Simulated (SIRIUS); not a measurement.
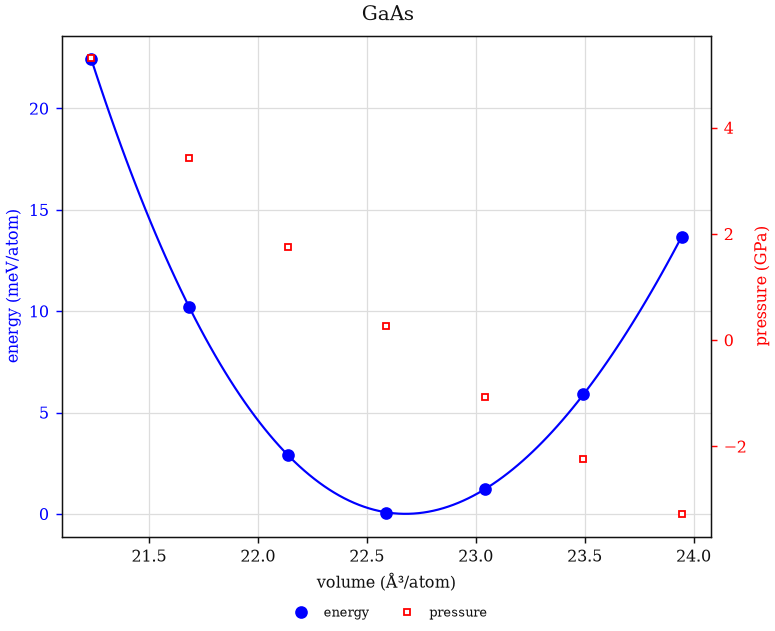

**Figure.** Energy and pressure against volume for GaAs, space group F-43m (No. 216).

A third-order Birch–Murnaghan fit gives V0 = 22.68 Å³/atom, B0 = 68.8 GPa and B′ = 4.9. The energy is 22.46 meV/atom at volume 21.23 Å³/atom and 13.67 meV/atom at 23.95 Å³/atom; the lowest computed point is at volume 22.59 Å³/atom (0.06 meV/atom). The pressure falls from 5.30 GPa at volume 21.23 Å³/atom to −3.27 GPa at 23.95 Å³/atom, and changes sign near 22.68 Å³/atom.

Computed with SIRIUS 7.10.0: plane-wave DFT, no spin polarisation; energies at scaled volumes of the given cell, shape and fractions fixed, counted from the fit's minimum, third-order Birch-Murnaghan fit. Level: PBEsol.

- k mesh: 8×8×8
- occupations: Fermi–Dirac
- smearing width: 0.05 eV
- potentials: dojo sr pbesol 0.4.1 standard
- wave cutoff: 1152 eV
- density cutoff: 4606 eV

Cell as given: a = 3.998 Å, b = 3.998 Å, c = 3.998 Å, α = 60.00°, β = 60.00°, γ = 60.00°; 2 atoms.
